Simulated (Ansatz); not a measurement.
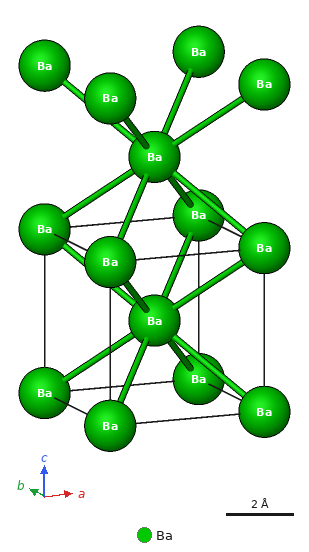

The starting point is a symmetric starting cell of Ba. Style: ball-and-stick. Shown: the conventional cell (2 times the calculation's cell), repeated 1 × 1 × 2 with one cell outlined, slightly off an axis. Lengths and directions refer to the drawn axes.

Theory: Ansatz 0.2.0, DFT PBE, scalar-relativistic, plane waves, PAW. Set-up: plane-wave cutoff 420 eV; k-point mesh 12 × 12 × 12; occupations gaussian; smearing width 0.1 eV; no spin polarisation.

The variant: All lengths are scaled by −1.5 % (volume −4.6 %), the atoms keeping their fractional coordinates. No relaxation follows. The starting cell wasn't computed here and needn't be at equilibrium, so pressure and forces aren't due to the change alone.

### Predict the response.

Some distances before and after: Ba–Ba 4.330 → 4.263 Å. The space group stays Im-3m (No. 229). The pressure is 0.5 GPa (not all of it need come from the change, since the unchanged cell can be under pressure at this level too). All forces vanish by symmetry.

Drawn alike, the variant:

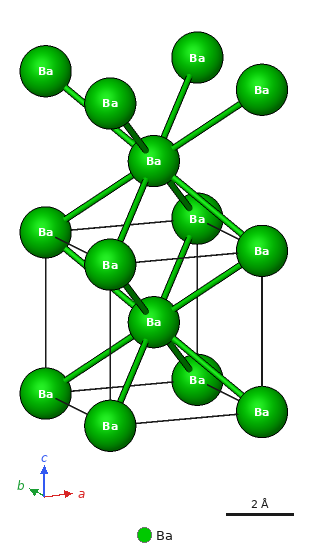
